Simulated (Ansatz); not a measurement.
# Geometry relaxation, with input and output: ZrN (part 1 of 2)

System: ZrN (2 atoms in the cell).
Method: DFT PBE, scalar-relativistic, plane waves, PAW, no spin polarisation (Ansatz 0.2.0).

The structure derives from an entry of the Crystallography Open Database. It belongs to a series of runs on one base structure; here: cell and atoms relaxed tightly for response.

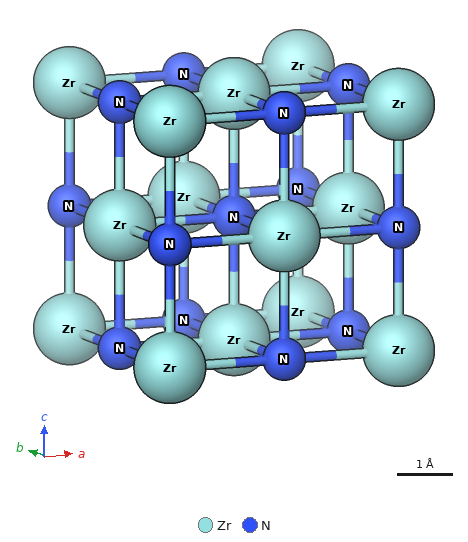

Fig. 1: The structure as given in the input (ball-and-stick view of the cell 4 times as large as that of the calculation, set on its symmetry axes, seen slightly off an axis). Near neighbours in the crystal (not all of them lie inside the picture): Zr has 6 N at 2.30 Å; N has 6 Zr at 2.30 Å.

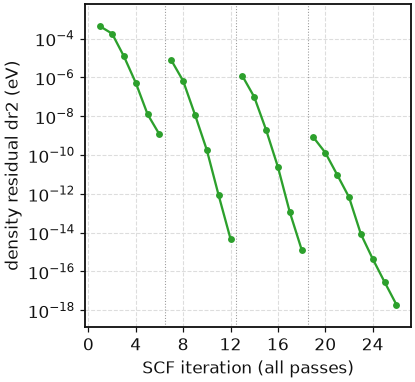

Fig. 2: Convergence of the self-consistent field: density residual dr2 against the SCF iteration. The dotted lines part the SCF passes of the relaxation: geometry steps, rejected trials and re-solves on a re-selected basis. The passes take 6, 6, 6 and 8 iterations.

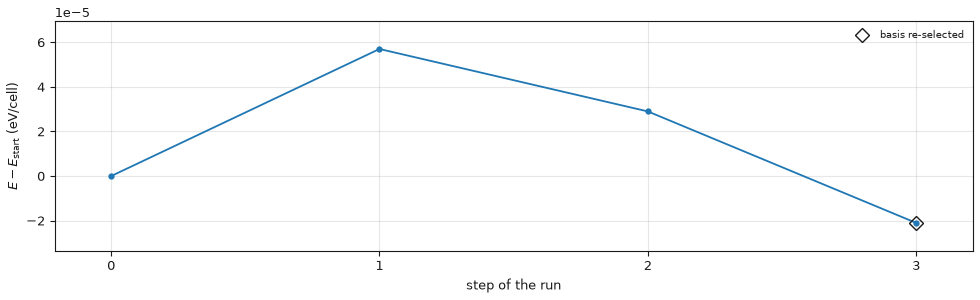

Fig. 3: Progress of the relaxation, step by step (the first geometry is step 0 here and step 1 in the log). The atoms keep their places relative to the cell (all moves are under 0.005 Å). The volume changes by +0.1 %, with a = b = c 4.595 → 4.596 Å (0.0 %). The space group stays Fm-3m (No. 225). Over 2 geometry steps the energy rises by next to nothing (0.0 meV per cell of the calculation). All forces vanish by symmetry, so only the cell relaxes. The pressure goes from 0.17 to 0.00 GPa. A last SCF at the same geometry on a re-selected plane-wave basis shifts the energy by −0.1 meV per cell of the calculation.

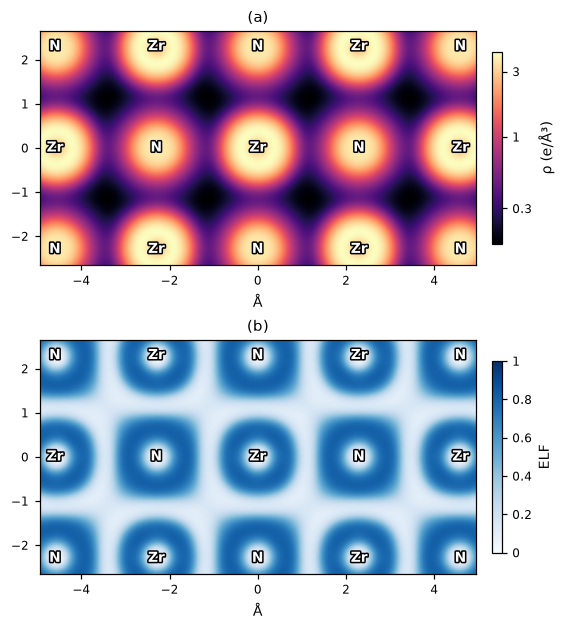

Fig. 4: (a) valence pseudo-density; (b) electron localisation function on the (010) plane of the conventional cell. The section cuts through Zr and N sites. Zr–N (2.30 Å): the density is about 0.45 e/Å³ at the midpoint; the ELF peaks at about 0.80 in the valence shell of N, 0.7 Å from its nucleus, and drops to about 0.15 between the two atoms (a polar contact without a shared pair, in a metal). Away from the nuclei the density in this plane falls to 0.17 e/Å³ at its lowest. The strong features right at Zr lie inside the PAW spheres (semicore, d or f shells) and say nothing about bonding. In a PAW calculation such maps are meaningful between the atoms, not at the nuclei.

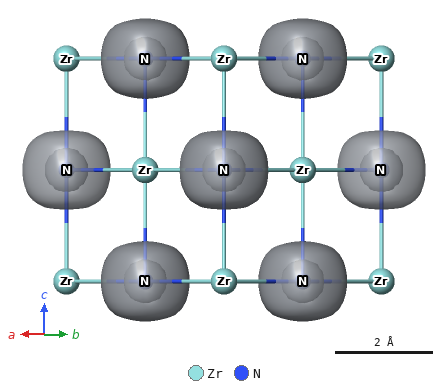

Fig. 5: Isosurface of the electron localisation function at 0.7 (grey), seen along [110]. Core shells and regions of very low density are left out. Sticks mark near contacts. The outline is the cell set on symmetry axes. Profiles from the grid: Zr–N (2.30 Å): the ELF peaks at about 0.80 in the valence shell of N, 0.7 Å from its nucleus, and drops to about 0.15 between the two atoms; no shared pair; the contact is polar.

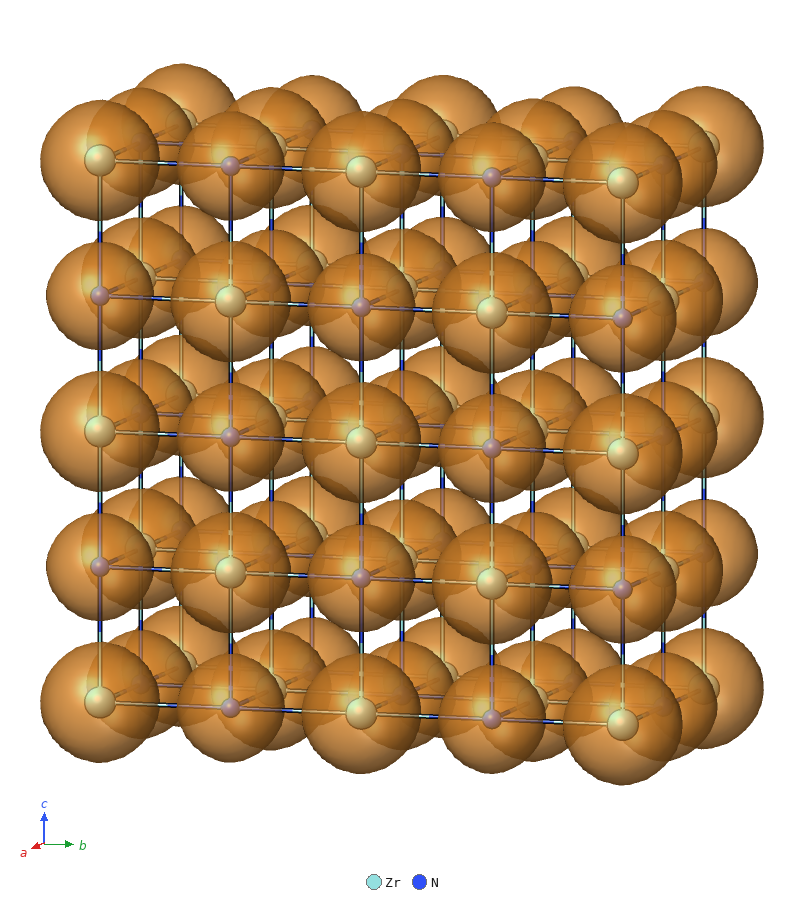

Fig. 6: Isosurface of the valence electron density at 0.6 e/Å³ (orange), seen slightly off an axis. Sticks mark near contacts. The outline is the cell set on symmetry axes. At this value the density breaks into separate islands; it holds about 70 % of the electrons treated as valence (semicore included). It is pinched off along the Zr–N (2.30 Å) contacts. On the grid the lowest density along these lines, outside the cores, is 0.44 e/Å³ (Zr–N, 2.30 Å).

The input and output of the run follow.

Input:
```yaml
crystal:
  lattice:
    - [0.0, 2.2973258793, 2.2973258793]
    - [2.2973258793, 0.0, 2.2973258793]
    - [2.2973258793, 2.2973258793, 0.0]
  atoms:
    - { symbol: Zr, position: [0.0, 0.0, 0.0] }
    - { symbol: "N", position: [0.5, 0.5, 0.5] }
basis:
  ecutwfc: 420
kpoints:
  mp_grid: { grid: [16, 16, 16] }
hamiltonian:
  xc: pbe
scf:
  occupations: { method: fermi_dirac, width: 0.15 }
output:
  forces: true
  stress: true
  eigenvalues: true
  write_density: true
  write_potential: true
  elf: true
  volumetric_format: npy
relax:
  adjacent_minimum: "off"
  f_tol: 0.001
  max_steps: 60
  cell: { stress_tol: 0.01 }
```

Command:
```bash
ansatz run input.yaml --threads 1 --pin off --max-ram 3072MiB --backend cpu --events-out ev --progress --plain --runs-dir out
```

The program's output:
```
Engine: ansatz 0.2.0, x86_64-unknown-linux-gnu
Pseudopotentials: kind: paw
Pseudopotential: Zr, paw, valence charge 12, recommended cutoff 420 eV (normal), Zr.paw.azcp
Pseudopotential: N, paw, valence charge 5, recommended cutoff 420 eV (normal), N.paw.azcp
Functional definition: PBE
  parameter kappa = 0.804
  parameter beta = 0.06672455060314922
  exchange = pbe_x(kappa = kappa, mu = beta*pi^2/3)
  correlation = pbe_c(beta = beta)
Crystal: 2 atoms, lattice volume = 24.249 Å³
Basis set: ecut = 420 eV, 459 PW (Γ), exchange–correlation on 48×48×48 points (8 copies of the dense FFT grid, shifted against one another)
Bands: 13, of which v1, the nominal top of the filled ones, is band 9 counted from 1 (8 counted from 0)
Symmetry: 48 space group operations
Space group: Fm-3m (ITA 225), of the structure as read, at distance tolerance 2.9e-5 Å
k-points: 145 of 4096
Non-local potential: Zr, projectors of the file, l = 0: 3, l = 1: 2, l = 2: 2, l = 3: 2
Non-local potential: N, projectors of the file, l = 0: 2, l = 1: 2, l = 2: 1
PAW form: soft (Blöchl's): semilocal exchange-correlation on the pseudo side does not see the compensation charge
PAW one-centre angular grid: Zr, 590 points (default); XC on 64 Gauss nodes
PAW one-centre angular grid: N, 110 points (default); XC on 64 Gauss nodes
Initial density: superposition of atomic densities (neutral atoms: chi_scale 0, normalization atom), corrected by the library's trained network
Initial wavefunctions: pseudopotential atomic-orbital guess
Functional: x = pbe(κ = 0.804, μ = 0.2195149727645171), c = pbe(β = 0.06672455060314922)
SCF iter   1: F=—  HF=-4571.335968 eV  |F-HF|=—  |Δ(HF+E_count)|=         —  Δρ=1.26e-3  dr2=4.24e-4  ethr=1.77e-3  ⟨swp⟩=5.0  Hψ=9071  notcnv=0
preconditioner: auto → none  [metal: Δε(μ)=0.013 eV  Ē_g=18.816 eV  σ=0.150 eV  W_gap=0.02  n_scr=8 (ndim 8)  ℏωp=29.2 eV  f_vac=0.000  D(μ)=0.65/eV (n_scr^D=0)  sad-step TF]
SCF iter   2: F=—  HF=-4571.335712 eV  |F-HF|=—  |Δ(HF+E_count)|=   2.56e-4  Δρ=7.85e-4  dr2=1.81e-4  ethr=2.49e-6  ⟨swp⟩=2.3  Hψ=4018  notcnv=0
SCF iter   3: F=—  HF=-4571.335710 eV  |F-HF|=—  |Δ(HF+E_count)|=   1.77e-6  Δρ=2.43e-4  dr2=1.22e-5  ethr=1.07e-6  ⟨swp⟩=2.2  Hψ=2418  notcnv=0
SCF iter   4: F=—  HF=-4571.335702 eV  |F-HF|=—  |Δ(HF+E_count)|=   8.09e-6  Δρ=5.44e-5  dr2=5.28e-7  ethr=7.17e-8  ⟨swp⟩=2.2  Hψ=3188  notcnv=0
iter 5 did not close the SCF: its close was put off for the readings that it lacked (scf_convergence_deferred on its scf_iter line)
SCF iter   5: F=-4571.335702 eV  HF=-4571.335702 eV  |F-HF|=5.48e-9  |Δ(HF+E_count)|=   2.97e-8  Δρ=9.26e-6  dr2=1.25e-8  ethr=3.10e-9  ⟨swp⟩=2.0  Hψ=3146  notcnv=0
SCF iter   6: F=-4571.335702 eV  HF=-4571.335702 eV  |F-HF|=7.40e-10  |Δ(HF+E_count)|=   1.22e-8  Δρ=2.78e-6  dr2=1.15e-9  ethr=7.38e-11  ⟨swp⟩=4.9  Hψ=9294  notcnv=0
SCF 1 converged in 6 iterations: F = -4571.335702 eV  dr2 = 1.15e-9
  greatest PAW one-centre occupation: 0.995 electrons in one spin orbital (limit 2), on the Zr atom at site 0 (counted from 0), in its partial waves of l = 0
relax step   1: F+E_penalty+E_count = -4571.33570225 eV  Δ(F+E_penalty+E_count) = +0.000e0 eV  max|allowed force component| = 3.997e-29 eV/Å  Δτ_max = 0.0000 Å  P = +0.173 GPa  Ω = 24.249 Å³  (6 SCF iters, dr2 threshold 1.00e-7 eV, accepted)
Crystal: 2 atoms, lattice volume = 24.277 Å³
Initial density: handed on by an earlier stage of this run
Initial wavefunctions: those handed on with the density
iter 1 solved again at ethr=4.92e-8 eV; its pass at ethr=3.10e-3 eV (dr2=8.36e-6 eV) is discarded
SCF iter   1: F=—  HF=-4571.335650 eV  |F-HF|=—  |Δ(HF+E_count)|=         —  Δρ=1.69e-4  dr2=7.68e-6  ethr=4.92e-8  ⟨swp⟩=1.2  Hψ=10286  notcnv=0
preconditioner: auto → none  [metal: Δε(μ)=0.014 eV  Ē_g=18.806 eV  σ=0.150 eV  W_gap=0.02  n_scr=8 (ndim 8)  ℏωp=29.2 eV  f_vac=0.000  D(μ)=0.65/eV (n_scr^D=0)]
SCF iter   2: F=—  HF=-4571.335645 eV  |F-HF|=—  |Δ(HF+E_count)|=   4.21e-6  Δρ=4.45e-5  dr2=6.60e-7  ethr=4.52e-8  ⟨swp⟩=2.0  Hψ=2179  notcnv=0
iter 3 did not close the SCF: its close was put off for the readings that it lacked (scf_convergence_deferred on its scf_iter line)
SCF iter   3: F=-4571.335645 eV  HF=-4571.335645 eV  |F-HF|=4.45e-9  |Δ(HF+E_count)|=   1.40e-7  Δρ=7.56e-6  dr2=1.19e-8  ethr=3.88e-9  ⟨swp⟩=2.1  Hψ=2233  notcnv=0
iter 4 did not close the SCF: its close was put off for the readings that it lacked (scf_convergence_deferred on its scf_iter line)
SCF iter   4: F=-4571.335645 eV  HF=-4571.335645 eV  |F-HF|=3.27e-11  |Δ(HF+E_count)|=  2.87e-10  Δρ=1.16e-6  dr2=1.80e-10  ethr=7.00e-11  ⟨swp⟩=2.3  Hψ=2732  notcnv=0
iter 5 did not close the SCF: its close was put off for the readings that it lacked (scf_convergence_deferred on its scf_iter line)
SCF iter   5: F=-4571.335645 eV  HF=-4571.335645 eV  |F-HF|=3.64e-12  |Δ(HF+E_count)|=  6.55e-11  Δρ=9.57e-8  dr2=8.24e-13  ethr=1.06e-12  ⟨swp⟩=2.3  Hψ=3058  notcnv=0
SCF iter   6: F=-4571.335645 eV  HF=-4571.335645 eV  |F-HF|=9.09e-13  |Δ(HF+E_count)|=  1.82e-12  Δρ=6.77e-9  dr2=4.75e-15  ethr=1.00e-12  ⟨swp⟩=3.1  Hψ=6894  notcnv=0
SCF 2 converged in 6 iterations: F = -4571.335645 eV  dr2 = 4.75e-15
```
